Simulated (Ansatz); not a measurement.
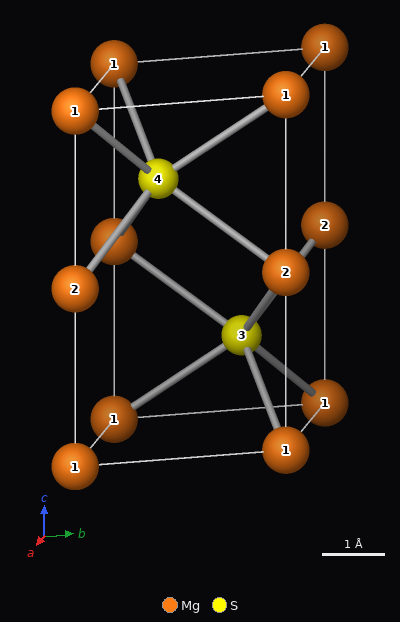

Figure 1. The structure (ball-and-stick view of the cell of the calculation, seen slightly off an axis; atoms are numbered from 1 in the order of the input). Near neighbours in the crystal (not all of them lie inside the picture): Mg has 6 S at 2.57 Å; S has 6 Mg at 2.57 Å.

**Band-structure calculation of MgS**

- system: MgS (4 atoms in the cell)
- method: DFT, r2SCAN, plane waves, PAW, no spin polarisation (Ansatz 0.2.0)

The structure was built on a prototype by a generator. The geometry comes from this level: r2SCAN (a point of a series of strains). It belongs to a series of runs on one base structure; here: uniaxial_z strain -3.7%. Figures and captions count atoms from 1; the log counts them from 0 in places.

## The input
```yaml
crystal:
  lattice:
    - [3.6454348054, 0.0, 0.0]
    - [-1.8227174027, 3.1570391493, 0.0]
    - [0.0, 0.0, 5.9180597119]
  atoms:
    - { symbol: Mg, position: [0.0, 0.0, 0.0] }
    - { symbol: Mg, position: [0.0, 0.0, 0.5] }
    - { symbol: S, position: [0.3333333333, 0.6666666667, 0.25] }
    - { symbol: S, position: [0.6666666667, 0.3333333333, 0.75] }
kpoints:
  mp_grid: { grid: [12, 12, 4] }
  band_path:
    path:
      - [0.0, 0.0, 0.0]
      - [0.5, 0.0, 0.0]
      - [0.3333333333, 0.3333333333, 0.0]
      - [0.0, 0.0, 0.5]
      - [0.5, 0.0, 0.5]
      - [0.3333333333, 0.3333333333, 0.5]
    npoints: 1
hamiltonian:
  xc: r2scan
scf:
  occupations: { method: fixed }
  n_extra_bands: 5
output:
  forces: true
  stress: true
  eigenvalues: true
```

Run as:
```bash
ansatz run input.yaml --threads 4 --pin off --max-ram 3686MiB --backend cpu --events-out ev --progress --plain --runs-dir out
```

## The program's output
```
scf.n_extra_bands = 5 over 16 filled bands (N_el = 32.0): the run solves 21 bands
Engine: ansatz 0.2.0, aarch64-unknown-linux-gnu
Pseudopotentials: kind: paw
Pseudopotential: Mg, paw, valence charge 10, recommended cutoff 500 eV (meta_gga), Mg.paw.azcp
Pseudopotential: S, paw, valence charge 6, recommended cutoff 500 eV (meta_gga), S.paw.azcp
Functional definition: r2SCAN
  parameter k0 = 0.174
  parameter k1 = 0.065
  parameter a1 = 4.9479
  exchange = r2scan_x(k0 = k0, k1 = k1, a1 = a1)
  correlation = r2scan_c
Crystal: 4 atoms, lattice volume = 68.110 Å³
Basis set: ecut = 500 eV, 1761 PW (Γ), exchange–correlation on 108×108×180 points (64 copies of the dense FFT grid, shifted against one another)
Bands: 21, of which v1, the nominal top of the filled ones, is band 16 counted from 1 (15 counted from 0)
Symmetry: 24 space group operations
Space group: P63/mmc (ITA 194), of the structure as read, at distance tolerance 4.1e-5 Å
k-points: 57 of 576
Non-local potential: Mg, projectors of the file, l = 0: 3, l = 1: 2, l = 2: 1
Non-local potential: S, projectors of the file, l = 0: 2, l = 1: 2, l = 2: 2
PAW form: soft (Blöchl's): semilocal exchange-correlation on the pseudo side does not see the compensation charge
PAW frozen core: Mg, regenerated for the run's functional (the file was generated under x = pbe(κ = 0.804, μ = 0.2195149727645171), c = pbe(β = 0.06672455060314922))
PAW frozen core: S, regenerated for the run's functional (the file was generated under x = pbe(κ = 0.804, μ = 0.2195149727645171), c = pbe(β = 0.06672455060314922))
PAW one-centre angular grid: Mg, 302 points (default); XC on 224 Gauss nodes
PAW one-centre angular grid: S, 302 points (default); XC on 160 Gauss nodes
Initial density: superposition of atomic densities (neutral atoms: chi_scale 0, normalization atom), corrected by the library's trained network
Initial wavefunctions: pseudopotential atomic-orbital guess
Functional: x = r2scan, c = r2scan; τ floored in thin density (d = 2e-4 eV/Å³)
SCF iter   1: F=—  HF=-5670.858467 eV  |F-HF|=—  |Δ(HF+E_count)|=         —  Δρ=7.07e-3  dr2=1.24e-2  dr2_τ=1.62e-2  ethr=1.77e-3  ⟨swp⟩=4.4  Hψ=5379  notcnv=0  defer=165
preconditioner: auto → Resta (q_TF=auto, 2.406 Å⁻¹)  ε∞=3.4  [insulator: Δε(μ)=4.133 eV  Ē_g=11.589 eV  n_scr=22 (ndim 8)  ℏωp=18.0 eV  f_vac=0.000  ε∞_Penn≈3.4]
SCF iter   2: F=—  HF=-5670.963533 eV  |F-HF|=—  |Δ(HF+E_count)|=   1.05e-1  Δρ=3.55e-3  dr2=5.74e-3  dr2_τ=1.55e-4  ethr=3.88e-5  ⟨swp⟩=2.8  Hψ=2740  notcnv=0  defer=169
SCF iter   3: F=—  HF=-5670.964345 eV  |F-HF|=—  |Δ(HF+E_count)|=   8.12e-4  Δρ=1.17e-3  dr2=6.86e-4  dr2_τ=3.70e-5  ethr=1.79e-5  ⟨swp⟩=3.0  Hψ=2164  notcnv=0  defer=170
SCF iter   4: F=—  HF=-5670.964472 eV  |F-HF|=—  |Δ(HF+E_count)|=   1.27e-4  Δρ=1.87e-4  dr2=2.21e-5  dr2_τ=1.35e-6  ethr=2.14e-6  ⟨swp⟩=2.0  Hψ=1255  notcnv=0  defer=170
SCF iter   5: F=—  HF=-5670.964474 eV  |F-HF|=—  |Δ(HF+E_count)|=   1.53e-6  Δρ=2.59e-5  dr2=4.24e-7  dr2_τ=3.23e-8  ethr=6.92e-8  ⟨swp⟩=2.6  Hψ=1709  notcnv=0  defer=57
SCF iter   6: F=-5670.964474 eV  HF=-5670.964474 eV  |F-HF|=3.56e-9  |Δ(HF+E_count)|=   1.58e-7  Δρ=4.34e-6  dr2=1.33e-8  dr2_τ=3.93e-10  ethr=3.13e-10  ⟨swp⟩=9.4  Hψ=6019  notcnv=0
SCF 1 converged in 6 iterations: F = -5670.964474 eV  dr2 = 1.33e-8
  greatest PAW one-centre occupation: 1.000 electrons in one spin orbital (limit 2), on the Mg atom at site 1 (counted from 0), in its partial waves of l = 0
```

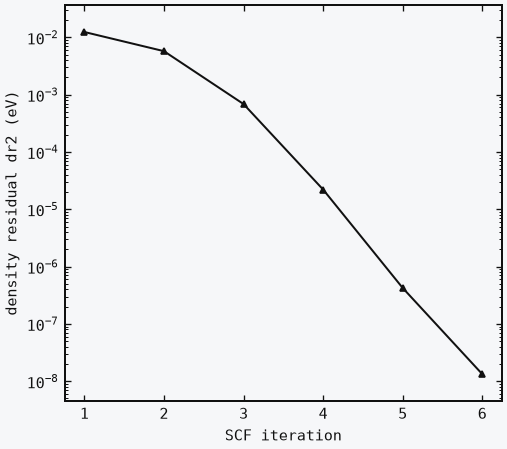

Figure 2. Convergence of the self-consistent field: density residual dr2 against the SCF iteration. The residual falls at every step.

```
NSCF: frozen V_eff on 6 k-points
SCF converged after 6 iterations
Free energy (F): -5670.964474 eV
Harris-Foulkes:  -5670.964474 eV  (|F-HF|=3.56e-9)
Internal energy: -5670.964474 eV  (E = F + TS)
E sigma→0 (E₀):  -5670.964474 eV
Fermi energy:    6.565124 eV
--- Per-component energies (eV) ---
  E_band       = -687.307471
  E_kinetic    = 371.623390
  E_local      = -3336.765404  (includes V_loc(G=0)·N_el)
  E_nonlocal   = 247.260930
  E_hartree    = 1193.914170
  E_xc         = -242.290426
  E_vxc        = -273.636600  (∫ρ·V_xc dr)
  E_paw        = -1811.980419  (= ΣΔE_a)
  E_vpaw       = -97.581251  (= ΣTr[D̂ρ^β])
  E_aug_tail   = -0.000001  (compensation charges beyond the density's cutoff)
  E_vtau       = 13.962311  (kinetic-family band-sum trace: ∫τ·v_τ [+ j·A + Jᵃ·Aᵃ] dr)
  E_ewald      = -2092.454763
  E_core_change = -0.271950  (= ΣΔE_core)
  E_smearing   = -0.000000  (= −TS)
  E_closure    = -0.000000  (closes the sum)
  Σ components = -5670.964474   (vs F -5670.964474, Δ=0.00e0)
--- Forces (eV/Å), atoms counted from 1 ---
  atom   1  Mg     0.00000000     0.00000000    -0.00000000
  atom   2  Mg     0.00000000     0.00000000     0.00000000
  atom   3  S      0.00000000    -0.00000000     0.00000000
  atom   4  S      0.00000000     0.00000000     0.00000000
  max |Σ_I F_I| component: 3.70e-17 eV/Å
--- Stress (GPa, compression-positive) ---
        1.271009       0.000000       0.000000
       -0.000000       1.271009       0.000000
        0.000000       0.000000       7.690686
  P = ⅓ Tr σ = 3.4109 GPa (34.109 kbar)
--- Band table (eV; the first three rows and the last of 57) ---
  k-point 0: bands = ["-70.9136", "-70.9109", "-36.0475", "-36.0109", "-36.0109", "-36.0082", "-36.0068", "-36.0068", "-6.8747", "-5.4401", "1.4945", "5.8308", "5.8308", "6.4303", "6.4303", "6.5651", "11.2793", "11.6542", "14.1645", "14.8059", "14.8059"]
  k-point 1: bands = ["-70.9132", "-70.9113", "-36.0417", "-36.0140", "-36.0103", "-36.0103", "-36.0074", "-36.0074", "-6.7092", "-5.7131", "2.1197", "5.5220", "5.9154", "5.9154", "6.3398", "6.3398", "11.7824", "11.8168", "14.4819", "14.4819", "14.5826"]
  k-point 2: bands = ["-70.9123", "-70.9123", "-36.0279", "-36.0279", "-36.0089", "-36.0089", "-36.0089", "-36.0089", "-6.2611", "-6.2611", "3.6694", "3.6694", "6.1246", "6.1246", "6.1246", "6.1246", "12.0161", "12.0161", "14.4589", "14.4589", "14.4589"]
  k-point 56: bands = ["-70.9120", "-70.9120", "-36.0268", "-36.0268", "-36.0129", "-36.0129", "-36.0128", "-36.0128", "-5.1117", "-5.1117", "2.6691", "2.6691", "2.7118", "2.7118", "5.7254", "5.7254", "12.4574", "12.4574", "13.5563", "13.5563", "15.6576"]
```

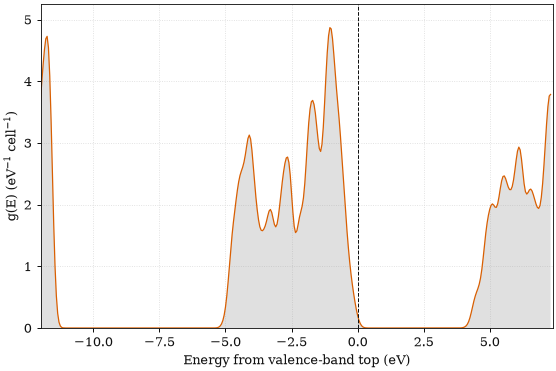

Figure 3. Density of states (the curve is built from the levels of the k mesh with Gaussians 0.3 eV wide, which also blur the band edges), with energies from the valence-band top. There is a gap of 4.20 eV on the k-point mesh. Small ripples come from the finite k-point mesh.

## Key numbers

| quantity | value |
| --- | --- |
| outcome | converged |
| space group (tolerance 0.01 Å) | P6₃/mmc (194) |
| electrons treated | 32 |
| free energy | −5670.9645 eV |
| Fermi energy | 6.565 eV |
| gap on the k-point mesh | 4.20 eV |
| pressure | 3.41 GPa |
| largest force (length of the vector) | under 0.001 eV/Å |
| hardware | 4 threads of Arm Neoverse N1, 98 GiB of memory available, shared host |
| wall time | 5.8 s (CPU time 21 s) |
| peak memory | 0.52 GiB |
